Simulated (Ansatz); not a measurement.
**Al: density, localisation and related maps**

```
Al
1.0
     0.39127    0.39127   -2.62837
    -5.93510    5.93510    0.00000
     1.90679    1.90679    0.59758
Al
4
Direct
  0.50000 0.86455 0.75000
  0.00000 0.36455 0.75000
  0.50000 0.13545 0.25000
  0.00000 0.63545 0.25000
```

Space group C2/c; set up as Al, beta-Sn type; a generated structure, not necessarily the stable one; changed on purpose from its base cell (volume × 0.88); computed pressure about 12 GPa in this cell.

These are results of Ansatz, DFT, PBE, plane waves (420 eV) with PAW, scalar-relativistic, not measurements.

The density is the valence pseudo-density of a PAW calculation; it isn't the true density close to the nuclei.

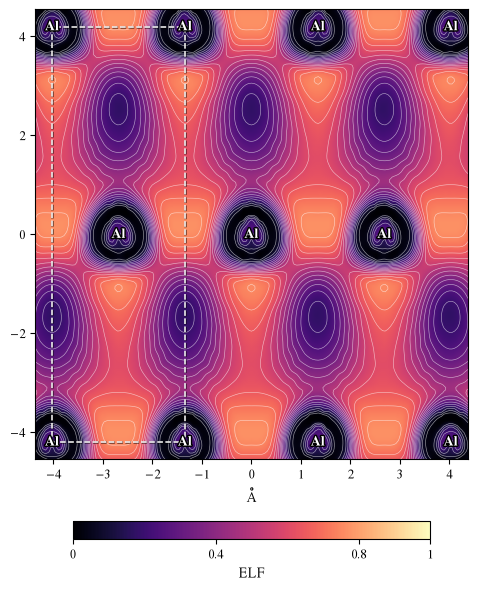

Figure 1. Electron localisation function on the (001) plane of the conventional cell.

### What do the fields say about this system?

- The plane passes through Al nuclei.
- Al–Al (2.69 Å): the ELF peaks at about 0.75 between the atoms.
- Al–Al (2.69 Å): the ELF peaks at about 0.75 between the atoms.

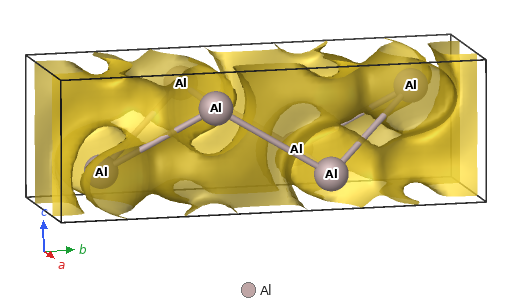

Figure 2. Isosurface of the ELF at 0.55 (yellow), seen slightly off an axis. Core shells and regions of very low density are left out. Sticks mark near contacts.

### Where are the electrons localised?

The ELF exceeds this value in one network that runs through the whole crystal, counted in one cell of 4 atoms. Regions shared between cells count once. There are no localised bonds or lone pairs at this value.


Al–Al (2.66 Å): the ELF peaks at about 0.80 between the atoms. Al–Al (2.71 Å): the ELF peaks at about 0.65 between the atoms.

### Metal or insulator at this level of theory?

It is metallic or semimetallic at this level of theory: no gap opens.
